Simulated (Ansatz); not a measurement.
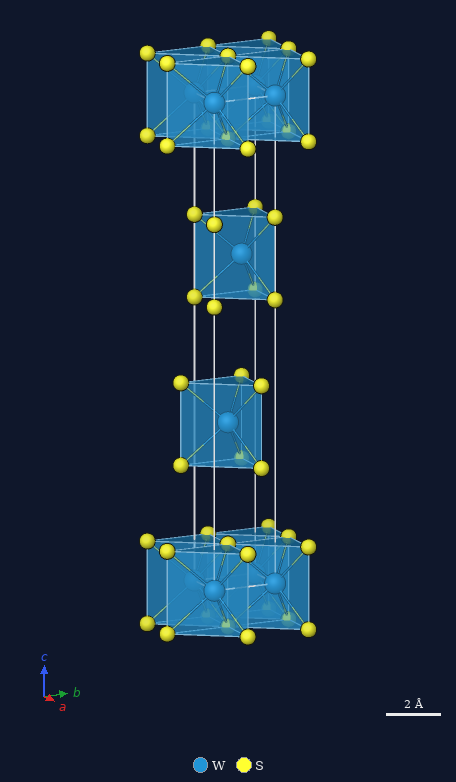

The structure as given in the input (polyhedral view of the cell 3 times as large as that of the calculation, set on its symmetry axes, seen slightly off an axis; polyhedra are completed across the faces of the cell). An atom can appear more than once, as a periodic image.

**Geometry relaxation, with input and output: WS₂ (part 1 of 2)**

WS₂ (R3m, 3 atoms in the cell), computed with DFT PBEsol+D3(BJ), scalar-relativistic, plane waves, PAW, no spin polarisation (Ansatz 0.2.0).

The structure derives from an entry of the Crystallography Open Database.

### Log
```
basis.fft_grid_basis auto: the FFT boxes are laid along the combinations [[1, 0, -1], [0, 1, -1], [0, 0, 1]] of the cell's own vectors, 3.158, 3.158 and 6.427 Å long. The dense box has 24×24×45 points. Along the cell's own vectors, as sized, it would have 45×45×45, 3.52 times as many. Of the 6 symmetry operations that the crystal satisfies within crystal.symmetry.tolerance (time reversal apart; of a slab, those that keep its plane) the dense box along the cell's own vectors carries 6, and the one as laid loses 4 of those. basis.fft_grid_basis: typed keeps the cell's own vectors: state it where this run's energies or levels are differenced outside the engine with another run's, or held beside a run that keeps those vectors.
Engine: ansatz 0.2.0, x86_64-unknown-linux-gnu
Pseudopotentials: kind: paw
Pseudopotential: W, paw, valence charge 14, recommended cutoff 420 eV (normal), W.paw.azcp
Pseudopotential: S, paw, valence charge 6, recommended cutoff 420 eV (normal), S.paw.azcp
Functional definition: PBEsol
  exchange = pbesol_x
  correlation = pbesol_c
Crystal: 3 atoms, lattice volume = 53.232 Å³
Basis set: ecut = 420 eV, 1011 PW (Γ), FFT grids on a1−a3, a2−a3, a3, exchange–correlation on 48×48×90 points (8 copies of the dense FFT grid, shifted against one another)
Bands: 17, of which v1, the nominal top of the filled ones, is band 13 counted from 1 (12 counted from 0)
Symmetry: 6 space group operations
Space group: R3m (ITA 160), of the structure as read, at distance tolerance 3.8e-5 Å
k-points: 189 of 1728 (time reversal used)
Non-local potential: W, projectors of the file, l = 0: 3, l = 1: 2, l = 2: 2, l = 3: 1
Non-local potential: S, projectors of the file, l = 0: 2, l = 1: 2, l = 2: 2
PAW form: soft (Blöchl's): semilocal exchange-correlation on the pseudo side does not see the compensation charge
PAW frozen core: W, regenerated for the run's functional, and the local potential with it (the file was generated under x = pbe(κ = 0.804, μ = 0.2195149727645171), c = pbe(β = 0.06672455060314922))
PAW frozen core: S, regenerated for the run's functional, and the local potential with it (the file was generated under x = pbe(κ = 0.804, μ = 0.2195149727645171), c = pbe(β = 0.06672455060314922))
PAW one-centre angular grid: W, 590 points (default); XC on 64 Gauss nodes
PAW one-centre angular grid: S, 110 points (default); XC on 64 Gauss nodes
Initial density: superposition of atomic densities (neutral atoms: chi_scale 0, normalization atom), corrected by the library's trained network
Initial wavefunctions: pseudopotential atomic-orbital guess
Functional: x = pbesol(κ = 0.804, μ = 0.12345679012345678), c = pbesol(β = 0.046)
SCF iter   1: F=—  HF=-12030.225667 eV  |F-HF|=—  |Δ(HF+E_count)|=         —  Δρ=8.31e-3  dr2=5.81e-2  ethr=1.77e-3  ⟨swp⟩=6.0  Hψ=19145  notcnv=0
preconditioner: auto → none  [insulator: Δε(μ)=0.975 eV  Ē_g=8.788 eV  σ=0.020 eV  W_gap=1.00  n_scr=16 (ndim 8)  ℏωp=21.6 eV  f_vac=0.015  D(μ)=0.00/eV (n_scr^D=0)  ε∞_Penn≈7.0]
SCF iter   2: F=—  HF=-12030.244350 eV  |F-HF|=—  |Δ(HF+E_count)|=   1.87e-2  Δρ=9.33e-3  dr2=1.60e-1  ethr=2.24e-4  ⟨swp⟩=3.3  Hψ=7521  notcnv=0  recentre
SCF iter   3: F=—  HF=-12030.218717 eV  |F-HF|=—  |Δ(HF+E_count)|=   2.56e-2  Δρ=3.61e-3  dr2=5.87e-3  ethr=2.24e-4  ⟨swp⟩=3.0  Hψ=5693  notcnv=0
SCF iter   4: F=—  HF=-12030.219724 eV  |F-HF|=—  |Δ(HF+E_count)|=   1.01e-3  Δρ=1.03e-3  dr2=1.90e-4  ethr=2.26e-5  ⟨swp⟩=2.2  Hψ=5680  notcnv=0
SCF iter   5: F=—  HF=-12030.219970 eV  |F-HF|=—  |Δ(HF+E_count)|=   2.46e-4  Δρ=2.57e-4  dr2=4.18e-5  ethr=7.32e-7  ⟨swp⟩=2.0  Hψ=4608  notcnv=0
SCF iter   6: F=—  HF=-12030.219965 eV  |F-HF|=—  |Δ(HF+E_count)|=   4.95e-6  Δρ=1.20e-4  dr2=1.23e-5  ethr=1.61e-7  ⟨swp⟩=2.0  Hψ=4670  notcnv=0
SCF iter   7: F=—  HF=-12030.219966 eV  |F-HF|=—  |Δ(HF+E_count)|=   2.68e-7  Δρ=4.58e-5  dr2=1.49e-6  ethr=4.74e-8  ⟨swp⟩=2.0  Hψ=4218  notcnv=0
SCF iter   8: F=-12030.219966 eV  HF=-12030.219966 eV  |F-HF|=3.72e-9  |Δ(HF+E_count)|=   2.72e-7  Δρ=8.66e-6  dr2=3.82e-8  ethr=3.85e-10  ⟨swp⟩=4.1  Hψ=14477  notcnv=0
SCF 1 converged in 8 iterations: F = -12030.219966 eV  dr2 = 3.82e-8
  greatest PAW one-centre occupation: 1.000 electrons in one spin orbital (limit 2), on the W atom at site 0 (counted from 0), in its partial waves of l = 0
relax step   1: F+E_penalty+E_count = -12030.21996579 eV  Δ(F+E_penalty+E_count) = +0.000e0 eV  max|allowed force component| = 6.001e-1 eV/Å  Δτ_max = 0.0000 Å  P = -4.211 GPa  Ω = 53.232 Å³  (8 SCF iters, dr2 threshold 1.00e-7 eV, accepted)
Crystal: 3 atoms, lattice volume = 47.522 Å³
Basis set: ecut = 420 eV, 955 PW (Γ), FFT grids on a1−a3, a2−a3, a3, exchange–correlation on 48×48×90 points (8 copies of the dense FFT grid, shifted against one another)
Initial density: handed on by an earlier stage of this run
Initial wavefunctions: those handed on with the density
iter 1 solved again at ethr=4.65e-4 eV; its pass at ethr=3.10e-3 eV (dr2=1.21e-1 eV) is discarded
SCF iter   1: F=—  HF=-12030.258475 eV  |F-HF|=—  |Δ(HF+E_count)|=         —  Δρ=1.01e-2  dr2=1.22e-1  ethr=4.65e-4  ⟨swp⟩=1.0  Hψ=20552  notcnv=0
preconditioner: auto → none  [insulator: Δε(μ)=0.618 eV  Ē_g=9.133 eV  σ=0.020 eV  W_gap=1.00  n_scr=10 (ndim 8)  ℏωp=22.9 eV  f_vac=0.000  D(μ)=0.00/eV (n_scr^D=0)  ε∞_Penn≈7.3]
SCF iter   2: F=—  HF=-12030.235111 eV  |F-HF|=—  |Δ(HF+E_count)|=   2.34e-2  Δρ=4.28e-3  dr2=8.89e-3  ethr=4.65e-4  ⟨swp⟩=2.7  Hψ=5518  notcnv=0
SCF iter   3: F=—  HF=-12030.233078 eV  |F-HF|=—  |Δ(HF+E_count)|=   2.03e-3  Δρ=2.22e-3  dr2=9.98e-4  ethr=3.42e-5  ⟨swp⟩=2.0  Hψ=5306  notcnv=0
SCF iter   4: F=—  HF=-12030.232976 eV  |F-HF|=—  |Δ(HF+E_count)|=   1.02e-4  Δρ=3.70e-4  dr2=3.96e-5  ethr=3.84e-6  ⟨swp⟩=2.0  Hψ=4902  notcnv=0
SCF iter   5: F=—  HF=-12030.232974 eV  |F-HF|=—  |Δ(HF+E_count)|=   2.11e-6  Δρ=4.18e-5  dr2=1.18e-6  ethr=1.52e-7  ⟨swp⟩=2.1  Hψ=4444  notcnv=0
SCF iter   6: F=-12030.232974 eV  HF=-12030.232974 eV  |F-HF|=2.18e-8  |Δ(HF+E_count)|=   1.12e-7  Δρ=1.02e-5  dr2=5.14e-8  ethr=1.15e-9  ⟨swp⟩=6.0  Hψ=15806  notcnv=0
SCF 2 converged in 6 iterations: F = -12030.232974 eV  dr2 = 5.14e-8
relax step   2: F+E_penalty+E_count = -12030.23297394 eV  Δ(F+E_penalty+E_count) = -1.301e-2 eV  max|allowed force component| = 3.632e-1 eV/Å  Δτ_max = 0.1276 Å  P = +3.430 GPa  Ω = 47.522 Å³  energy of the carried Pulay correction = +9.653e-4 eV  (6 SCF iters, dr2 threshold 3.00e-7 eV, accepted)
Crystal: 3 atoms, lattice volume = 49.864 Å³
Basis set: ecut = 420 eV, 973 PW (Γ), FFT grids on a1−a3, a2−a3, a3, exchange–correlation on 48×48×90 points (8 copies of the dense FFT grid, shifted against one another)
iter 1 solved again at ethr=1.17e-4 eV; its pass at ethr=3.10e-3 eV (dr2=3.04e-2 eV) is discarded
SCF iter   1: F=—  HF=-12030.280417 eV  |F-HF|=—  |Δ(HF+E_count)|=         —  Δρ=4.33e-3  dr2=3.08e-2  ethr=1.17e-4  ⟨swp⟩=1.0  Hψ=20317  notcnv=0
preconditioner: auto → none  [insulator: Δε(μ)=0.788 eV  Ē_g=9.015 eV  σ=0.020 eV  W_gap=1.00  n_scr=16 (ndim 8)  ℏωp=22.3 eV  f_vac=0.005  D(μ)=0.00/eV (n_scr^D=0)  ε∞_Penn≈7.1]
SCF iter   2: F=—  HF=-12030.274737 eV  |F-HF|=—  |Δ(HF+E_count)|=   5.68e-3  Δρ=1.85e-3  dr2=2.02e-3  ethr=1.17e-4  ⟨swp⟩=2.6  Hψ=5516  notcnv=0
SCF iter   3: F=—  HF=-12030.274239 eV  |F-HF|=—  |Δ(HF+E_count)|=   4.98e-4  Δρ=9.07e-4  dr2=2.21e-4  ethr=7.78e-6  ⟨swp⟩=2.0  Hψ=4627  notcnv=0
SCF iter   4: F=—  HF=-12030.274236 eV  |F-HF|=—  |Δ(HF+E_count)|=   2.80e-6  Δρ=1.82e-4  dr2=7.37e-6  ethr=8.49e-7  ⟨swp⟩=2.2  Hψ=4857  notcnv=0
iter 5 did not close the SCF: its close was put off for the readings that it lacked (scf_convergence_deferred on its scf_iter line)
SCF iter   5: F=-12030.274238 eV  HF=-12030.274238 eV  |F-HF|=5.80e-8  |Δ(HF+E_count)|=   1.51e-6  Δρ=1.98e-5  dr2=1.70e-7  ethr=2.84e-8  ⟨swp⟩=2.4  Hψ=4649  notcnv=0
SCF iter   6: F=-12030.274238 eV  HF=-12030.274238 eV  |F-HF|=5.89e-9  |Δ(HF+E_count)|=   1.47e-8  Δρ=3.53e-6  dr2=9.45e-9  ethr=6.55e-10  ⟨swp⟩=3.1  Hψ=13225  notcnv=0
SCF 3 converged in 6 iterations: F = -12030.274238 eV  dr2 = 9.45e-9
relax step   3: F+E_penalty+E_count = -12030.27423794 eV  Δ(F+E_penalty+E_count) = -4.126e-2 eV  max|allowed force component| = 6.236e-2 eV/Å  Δτ_max = 0.0481 Å  P = -0.699 GPa  Ω = 49.864 Å³  energy of the carried Pulay correction = +5.564e-4 eV  (6 SCF iters, dr2 threshold 3.00e-7 eV, accepted)
Crystal: 3 atoms, lattice volume = 49.439 Å³
iter 1 solved again at ethr=2.61e-6 eV; its pass at ethr=3.10e-3 eV (dr2=6.78e-4 eV) is discarded
SCF iter   1: F=—  HF=-12030.275151 eV  |F-HF|=—  |Δ(HF+E_count)|=         —  Δρ=9.39e-4  dr2=7.81e-4  ethr=2.61e-6  ⟨swp⟩=2.9  Hψ=20598  notcnv=0
preconditioner: auto → none  [insulator: Δε(μ)=0.730 eV  Ē_g=9.057 eV  σ=0.020 eV  W_gap=1.00  n_scr=16 (ndim 8)  ℏωp=22.4 eV  f_vac=0.002  D(μ)=0.00/eV (n_scr^D=0)  ε∞_Penn≈7.1]
SCF iter   2: F=—  HF=-12030.274979 eV  |F-HF|=—  |Δ(HF+E_count)|=   1.72e-4  Δρ=3.24e-4  dr2=4.36e-5  ethr=2.61e-6  ⟨swp⟩=2.0  Hψ=4530  notcnv=0
SCF iter   3: F=—  HF=-12030.274977 eV  |F-HF|=—  |Δ(HF+E_count)|=   2.26e-6  Δρ=1.37e-4  dr2=6.72e-6  ethr=1.68e-7  ⟨swp⟩=2.0  Hψ=4571  notcnv=0
SCF iter   4: F=—  HF=-12030.274977 eV  |F-HF|=—  |Δ(HF+E_count)|=   3.70e-7  Δρ=3.73e-5  dr2=3.13e-7  ethr=2.58e-8  ⟨swp⟩=2.1  Hψ=4497  notcnv=0
iter 5 did not close the SCF: its close was put off for the readings that it lacked (scf_convergence_deferred on its scf_iter line)
SCF iter   5: F=-12030.274977 eV  HF=-12030.274977 eV  |F-HF|=4.29e-10  |Δ(HF+E_count)|=   7.29e-8  Δρ=2.96e-6  dr2=3.28e-9  ethr=1.20e-9  ⟨swp⟩=2.4  Hψ=4702  notcnv=0
SCF iter   6: F=-12030.274977 eV  HF=-12030.274977 eV  |F-HF|=2.73e-11  |Δ(HF+E_count)|=   1.29e-9  Δρ=4.45e-7  dr2=9.76e-11  ethr=1.26e-11  ⟨swp⟩=1.6  Hψ=10013  notcnv=0
SCF 4 converged in 6 iterations: F = -12030.274977 eV  dr2 = 9.76e-11
relax step   4: F+E_penalty+E_count = -12030.27497686 eV  Δ(F+E_penalty+E_count) = -7.389e-4 eV  max|allowed force component| = 1.842e-1 eV/Å  Δτ_max = 0.0011 Å  P = +0.919 GPa  Ω = 49.439 Å³  energy of the carried Pulay correction = +6.292e-4 eV  (6 SCF iters, dr2 threshold 3.00e-7 eV, accepted)
Crystal: 3 atoms, lattice volume = 49.220 Å³
iter 1 solved again at ethr=2.66e-6 eV; its pass at ethr=3.10e-3 eV (dr2=6.91e-4 eV) is discarded
SCF iter   1: F=—  HF=-12030.277011 eV  |F-HF|=—  |Δ(HF+E_count)|=         —  Δρ=1.23e-3  dr2=6.00e-4  ethr=2.66e-6  ⟨swp⟩=2.5  Hψ=19927  notcnv=0
preconditioner: auto → none  [insulator: Δε(μ)=0.684 eV  Ē_g=9.035 eV  σ=0.020 eV  W_gap=1.00  n_scr=16 (ndim 8)  ℏωp=22.5 eV  f_vac=0.002  D(μ)=0.00/eV (n_scr^D=0)  ε∞_Penn≈7.2]
SCF iter   2: F=—  HF=-12030.276873 eV  |F-HF|=—  |Δ(HF+E_count)|=   1.38e-4  Δρ=5.36e-4  dr2=1.13e-4  ethr=2.31e-6  ⟨swp⟩=2.2  Hψ=4936  notcnv=0
SCF iter   3: F=—  HF=-12030.276860 eV  |F-HF|=—  |Δ(HF+E_count)|=   1.28e-5  Δρ=8.66e-5  dr2=5.14e-6  ethr=4.35e-7  ⟨swp⟩=2.4  Hψ=4894  notcnv=0
SCF iter   4: F=—  HF=-12030.276859 eV  |F-HF|=—  |Δ(HF+E_count)|=   1.03e-6  Δρ=3.54e-5  dr2=1.14e-6  ethr=1.98e-8  ⟨swp⟩=2.0  Hψ=4627  notcnv=0
iter 5 did not close the SCF: its close was put off for the readings that it lacked (scf_convergence_deferred on its scf_iter line)
SCF iter   5: F=-12030.276859 eV  HF=-12030.276859 eV  |F-HF|=4.49e-8  |Δ(HF+E_count)|=   1.48e-7  Δρ=8.97e-6  dr2=6.53e-8  ethr=4.38e-9  ⟨swp⟩=2.4  Hψ=4218  notcnv=0
SCF iter   6: F=-12030.276859 eV  HF=-12030.276859 eV  |F-HF|=6.42e-10  |Δ(HF+E_count)|=   6.56e-9  Δρ=1.33e-6  dr2=1.18e-9  ethr=2.51e-10  ⟨swp⟩=2.9  Hψ=10946  notcnv=0
SCF 5 converged in 6 iterations: F = -12030.276859 eV  dr2 = 1.18e-9
relax step   5: F+E_penalty+E_count = -12030.27685899 eV  Δ(F+E_penalty+E_count) = -1.882e-3 eV  max|allowed force component| = 1.214e-2 eV/Å  Δτ_max = 0.0167 Å  P = +0.001 GPa  Ω = 49.220 Å³  energy of the carried Pulay correction = +6.669e-4 eV  (6 SCF iters, dr2 threshold 3.00e-7 eV, accepted)
Crystal: 3 atoms, lattice volume = 49.257 Å³
iter 1 solved again at ethr=1.84e-8 eV; its pass at ethr=3.10e-3 eV (dr2=4.79e-6 eV) is discarded
SCF iter   1: F=—  HF=-12030.276862 eV  |F-HF|=—  |Δ(HF+E_count)|=         —  Δρ=1.10e-4  dr2=3.87e-6  ethr=1.84e-8  ⟨swp⟩=3.2  Hψ=20227  notcnv=0
preconditioner: auto → none  [insulator: Δε(μ)=0.693 eV  Ē_g=9.030 eV  σ=0.020 eV  W_gap=1.00  n_scr=16 (ndim 8)  ℏωp=22.4 eV  f_vac=0.002  D(μ)=0.00/eV (n_scr^D=0)  ε∞_Penn≈7.2]
SCF iter   2: F=—  HF=-12030.276865 eV  |F-HF|=—  |Δ(HF+E_count)|=   3.50e-6  Δρ=4.90e-5  dr2=8.90e-7  ethr=1.49e-8  ⟨swp⟩=2.0  Hψ=4441  notcnv=0
SCF iter   3: F=—  HF=-12030.276865 eV  |F-HF|=—  |Δ(HF+E_count)|=   7.23e-8  Δρ=1.57e-5  dr2=1.08e-7  ethr=3.42e-9  ⟨swp⟩=2.1  Hψ=4379  notcnv=0
iter 4 did not close the SCF: its close was put off for the readings that it lacked (scf_convergence_deferred on its scf_iter line)
SCF iter   4: F=-12030.276865 eV  HF=-12030.276865 eV  |F-HF|=3.65e-9  |Δ(HF+E_count)|=   1.79e-8  Δρ=3.33e-6  dr2=6.43e-9  ethr=4.14e-10  ⟨swp⟩=2.0  Hψ=4715  notcnv=0
iter 5 did not close the SCF: its close was put off for the readings that it lacked (scf_convergence_deferred on its scf_iter line)
SCF iter   5: F=-12030.276865 eV  HF=-12030.276865 eV  |F-HF|=3.27e-11  |Δ(HF+E_count)|=  3.31e-10  Δρ=5.11e-7  dr2=1.16e-10  ethr=2.47e-11  ⟨swp⟩=2.3  Hψ=4362  notcnv=0
SCF iter   6: F=-12030.276865 eV  HF=-12030.276865 eV  |F-HF|=9.09e-12  |Δ(HF+E_count)|=  1.27e-11  Δρ=1.22e-7  dr2=9.06e-12  ethr=1.00e-12  ⟨swp⟩=2.0  Hψ=9469  notcnv=0
SCF 6 converged in 6 iterations: F = -12030.276865 eV  dr2 = 9.06e-12
```
